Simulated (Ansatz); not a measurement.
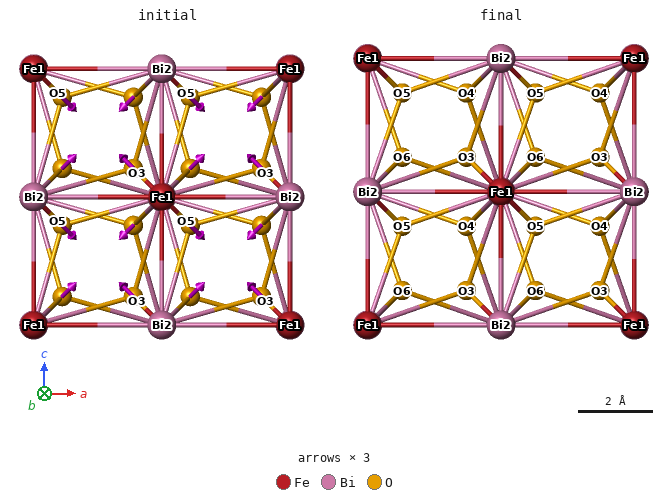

The structure of crystalline FeBiO4 (a generated structure, set up in F-43m) (coarse preliminary run) before (left) and after (right) a relaxation, at one scale. The purple arrows give the displacements (the part carried along by the change of the cell is left out), magnified 3 times.

The picture is a ball-and-stick view of the conventional cell (4 times the calculation's cell), seen along the b axis. Lengths and directions refer to the drawn axes.

These are results of Ansatz 0.2.0, DFT PBE, scalar-relativistic, plane waves, PAW, not measurements.

Input file:
```yaml
crystal:
  lattice:
    - [0.0, 3.50768816, 3.50768816]
    - [3.50768816, 0.0, 3.50768816]
    - [3.50768816, 3.50768816, 0.0]
  atoms:
    - { symbol: Fe, position: [0.0, 0.0, 0.0], spin: 4.0 }
    - { symbol: Bi, position: [0.5, 0.5, 0.5] }
    - { symbol: O, position: [0.1111004, 0.66669881, 0.1111004] }
    - { symbol: O, position: [0.1111004, 0.1111004, 0.66669881] }
    - { symbol: O, position: [0.66669881, 0.1111004, 0.1111004] }
    - { symbol: O, position: [0.1111004, 0.1111004, 0.1111004] }
basis:
  ecutwfc: 420
kpoints:
  mp_grid: { grid: [4, 4, 4] }
hamiltonian:
  xc: pbe
scf:
  occupations: { method: gaussian, width: 0.1 }
  lower_state_search: "off"
output:
  forces: true
  stress: true
  eigenvalues: true
  populations: true
magnetization:
  spin_polarized: true
relax:
  adjacent_minimum: "off"
  f_tol: 0.04
  max_steps: 70
  cell: { stress_tol: 0.4 }
```

Command:
```bash
ansatz run input.yaml --threads 1 --pin off --max-ram 2560MiB --backend cpu --events-out ev --progress --plain --runs-dir out
```

Describe what moved and what it gained.

The largest moves relative to the cell, 0.23 Å, are those of O3, O4, O5 and O6. O6 goes along [1 −1 1]. Bi and Fe stay in place. Cell: a = b = c 7.015 → 7.298 Å (+4.0 %). Volume +12.6 %. Near-neighbour distances that change, for instance: Fe1–O3 1.350 → 1.636 Å, Fe1–Bi2 3.508 → 3.649 Å, Bi2–O3 2.943 → 3.017 Å. The space group stays F-43m (No. 216). After 6 accepted moves (8 points after the start) the energy has fallen by 1949 meV per atom. The largest force component goes from 15 to 0.0059 eV/Å. The pressure goes from 90.07 to 0.22 GPa. The SCF was repeated twice at an unchanged geometry on a basis and grid sized afresh for the cell, which shifted the energy by 10.6 meV per atom at most. The program noted that the starting moments weren't kept.
